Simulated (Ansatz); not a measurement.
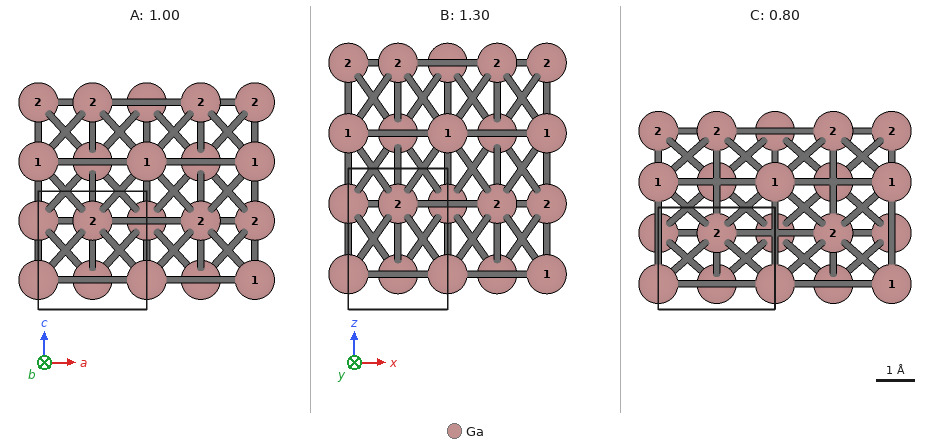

Crystalline Ga (Cmcm): the ratio of the cell's length along z to its lengths across, counted as 1 for the reference, is changed at fixed volume (a c/a path), with the atoms kept at their fractional coordinates. x, y and z are the Cartesian axes of the input. The picture is a ball-and-stick view of the conventional cell (2 times the calculation's cell), repeated 1 × 1 × 1 with one cell outlined, repeated 2 × 2 × 2 with one cell outlined, seen along the b axis. Lengths and directions refer to the drawn axes.

These are results of Ansatz, DFT r2SCAN, scalar-relativistic, plane waves, PAW, not measurements. (plane-wave cutoff 500 eV; k-point mesh 20 × 20 × 16; occupations gaussian; smearing width 0.15 eV; no spin polarisation). Energies (free energies at the smearing named) are counted from the cell as listed in its source, which wasn't relaxed.

Question: Rank the frames from lowest to highest energy.

Answer: Lowest first: A (the relative ratio 1.00, 0.0 meV/atom), B (the relative ratio 1.30, 9.4 meV/atom), C (the relative ratio 0.80, 62.6 meV/atom). Over the whole scan: the lowest computed point lies at the relative ratio 1.10 (−14.3 meV/atom). At the ends of the scan the energy is 62.6 meV/atom (0.80) and 9.4 meV/atom (1.30). The unrelaxed reference is under a pressure of −1.5 GPa. The distortion keeps the space group Cmcm. At the relative ratio 1.30 the cell of the drawing goes a 2.900 → 2.657 Å, b 8.130 → 7.449 Å, c 3.170 → 3.776 Å.
